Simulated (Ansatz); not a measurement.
**A series of single points on Sc**

System: Sc (Fddd, 2 atoms in the cell).
Method: DFT, LDA (PW92), plane waves (420 eV) with PAW, scalar-relativistic, no spin polarisation (Ansatz 0.2.0).

The 5 runs differ only in the geometry, by an even scaling of the cell at fixed fractional positions.

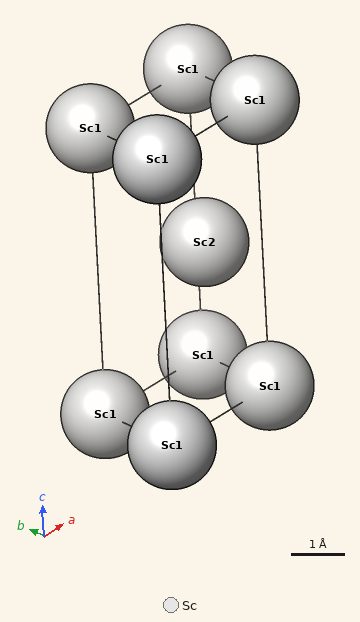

Figure 1. The structure of run 3 (spheres-only view of the reduced cell, seen slightly off an axis; atoms are numbered from 1 in the order of the input).

**Input of run 3**
```yaml
crystal:
  lattice:
    - [-3.7106630659, 3.7106779635, 1.542661708]
    - [3.7106779635, -3.7106630659, 1.542661708]
    - [2.0397283435, 2.0397283435, -1.542634423]
  atoms:
    - { symbol: Sc, position: [5.6904e-06, 0.9999943096, 1.0] }
    - { symbol: Sc, position: [0.7499943096, 0.2500056904, 0.5] }
hamiltonian:
  xc: lda
  pseudopotentials:
    kind: paw
    azcp:
      Sc: "pseudopotentials/Sc.paw.azcp"
basis:
  ecutwfc: 420
  fft_grid_basis: typed
kpoints:
  mp_grid: { grid: [14, 14, 12], shift: [0, 0, 0] }
magnetization:
  spin_polarized: false
scf:
  occupations: { method: fermi_dirac, width: 0.1 }
  lower_state_search: "off"
output:
  stress: true
```

Lattice vectors (Å) and fractional positions of run 3:
```
  -3.710663    3.710678    1.542662
   3.710678   -3.710663    1.542662
   2.039728    2.039728   -1.542634
Sc  0.000006  0.999994  1.000000
Sc  0.749994  0.250006  0.500000
```

Run 2 differs from it as follows:
```diff
-    - [-3.7106630659, 3.7106779635, 1.542661708]
-    - [3.7106779635, -3.7106630659, 1.542661708]
-    - [2.0397283435, 2.0397283435, -1.542634423]
+    - [-3.6129683137, 3.6129828191, 1.502046338]
+    - [3.6129828191, -3.6129683137, 1.502046338]
+    - [1.9860261476, 1.9860261476, -1.5020197714]
```

**Results, with one run withheld**

```csv
run,volume per atom (Å³),"free energy per atom, from the lowest run given (meV)",pressure (GPa)
1,19.760,62.11,8.82
2,21.556,?,?
3,23.352,0.00,−2.08
4,24.250,16.77,−3.85
5,25.148,42.69,−5.35
```

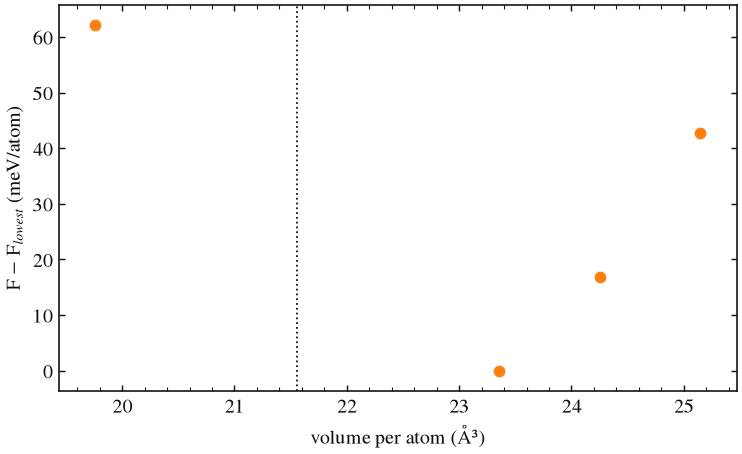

Figure 2. Free energy per atom of the runs given; the dotted line marks run 2.

What should run 2 give?

A quadratic polynomial in V^(−2/3) (the Birch–Murnaghan form), fitted to the 4 runs given, misses them by at most 0.19 meV per atom. With x = V^(−2/3) − 0.12377 Å⁻², it reads F = −4.3653 − 2327.2 x + 5.6887e+05 x² (meV per atom). At run 2 it gives −0.58 meV per atom, and the run itself gives 0.78. The slope of the fit gives a pressure −dF/dV of 2.40 GPa there, and the run prints 2.47 GPa. The two needn't agree exactly: the fit is approximate, and the printed stress is taken on a finite basis. The fit has its minimum at 22.408 Å³ per atom, where V d²F/dV² gives 57.2 GPa. Cell shape and fractional positions are held, so this is the stiffness under even scaling; the relaxed bulk modulus wasn't computed. So low a polynomial doesn't follow these energies more closely.

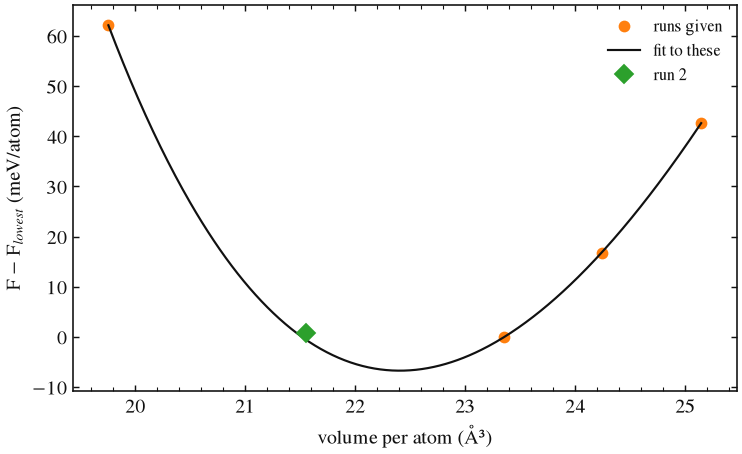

Figure 3. The fit and the withheld run.

**Output, shortened to warnings, some set-up lines, iterations and results (run 2)**
```
Warning: 4 symmetry operations that the atoms keep within the bar at which the run's group was sought (crystal.symmetry.tolerance 1.0e-5, or twice it) were not taken beside the 4 unitary ones that the detection took (of a slab, those that keep its plane). If the more symmetric cell is meant, write the vectors of crystal.lattice to more decimals, or, with the positions in fractional coordinates, …
Warning: [file] the record states the generating functional pbe (its physics header spells it `PBE`), which answers neither for hamiltonian.xc's functional nor for the lda family's — results may be inconsistent (PPs are generated against a specific XC)
Basis set: ecut = 420 eV, 825 PW (Γ)
Symmetry: 4 space group operations
k-points: 639 of 2352
Initial density: superposition of atomic densities (neutral atoms: chi_scale 0, normalization atom), corrected by the library's trained network
[...]
SCF iter   1: F=—  HF=-4177.860986 eV  |F-HF|=—  |Δ(HF+E_count)|=         —  Δρ=4.98e-3  dr2=5.73e-3  ethr=1.77e-3  ⟨swp⟩=3.1  Hψ=41012  notcnv=0
SCF iter   2: F=—  HF=-4177.860601 eV  |F-HF|=—  |Δ(HF+E_count)|=   3.85e-4  Δρ=3.00e-3  dr2=2.53e-3  ethr=2.61e-5  ⟨swp⟩=1.0  Hψ=14697  notcnv=0
SCF iter   3: F=—  HF=-4177.860689 eV  |F-HF|=—  |Δ(HF+E_count)|=   8.79e-5  Δρ=5.36e-4  dr2=8.64e-5  ethr=1.15e-5  ⟨swp⟩=1.9  Hψ=11131  notcnv=0
SCF iter   4: F=—  HF=-4177.860655 eV  |F-HF|=—  |Δ(HF+E_count)|=   3.39e-5  Δρ=7.26e-5  dr2=7.13e-7  ethr=3.93e-7  ⟨swp⟩=2.0  Hψ=16378  notcnv=0
SCF iter   5: F=—  HF=-4177.860655 eV  |F-HF|=—  |Δ(HF+E_count)|=   7.61e-8  Δρ=1.08e-5  dr2=1.17e-7  ethr=3.24e-9  ⟨swp⟩=2.2  Hψ=16768  notcnv=0
SCF iter   6: F=—  HF=-4177.860655 eV  |F-HF|=—  |Δ(HF+E_count)|=   5.62e-9  Δρ=7.11e-6  dr2=1.14e-7  ethr=4.55e-10  ⟨swp⟩=3.9  Hψ=28443  notcnv=0
SCF iter   7: F=-4177.860655 eV  HF=-4177.860655 eV  |F-HF|=8.73e-9  |Δ(HF+E_count)|=   2.19e-8  Δρ=2.34e-6  dr2=1.02e-8  ethr=4.55e-10  ⟨swp⟩=2.0  Hψ=29781  notcnv=0
SCF 1 converged in 7 iterations: F = -4177.860655 eV  dr2 = 1.02e-8
SCF converged after 7 iterations
Free energy (F): -4177.860655 eV
Harris-Foulkes:  -4177.860655 eV  (|F-HF|=8.73e-9)
Internal energy: -4177.742344 eV  (E = F + TS)
E sigma→0 (E₀):  -4177.801499 eV
Entropy (-TS):   -0.118310 eV (-59.155 meV/atom)
Fermi energy:    10.668744 eV
--- Per-component energies (eV) ---
  E_band       = -298.212619
  E_kinetic    = 524.798074
  E_local      = -1584.757604  (includes V_loc(G=0)·N_el)
  E_nonlocal   = 175.890906
  E_hartree    = 539.838175
  E_xc         = -207.020522
  E_vxc        = -258.133637  (∫ρ·V_xc dr)
  E_paw        = -1820.907863  (= ΣΔE_a)
  E_vpaw       = -235.686302  (= ΣTr[D̂ρ^β])
  E_aug_tail   = 0.000021  (compensation charges beyond the density's cutoff)
  E_ewald      = -1806.193376
  E_core_change = 0.609846  (= ΣΔE_core)
  E_smearing   = -0.118310  (= −TS)
  E_closure    = 0.000000  (closes the sum)
  Σ components = -4177.860655   (vs F -4177.860655, Δ=0.00e0)
--- Stress (GPa, compression-positive) ---
        2.477818       0.120181       0.001253
        0.120181       2.477818       0.001253
        0.001253       0.001253       2.459429
  P = ⅓ Tr σ = 2.4717 GPa (24.717 kbar)
```

The program warns: near-symmetries of the structure were not used; the PAW datasets were made with another functional.
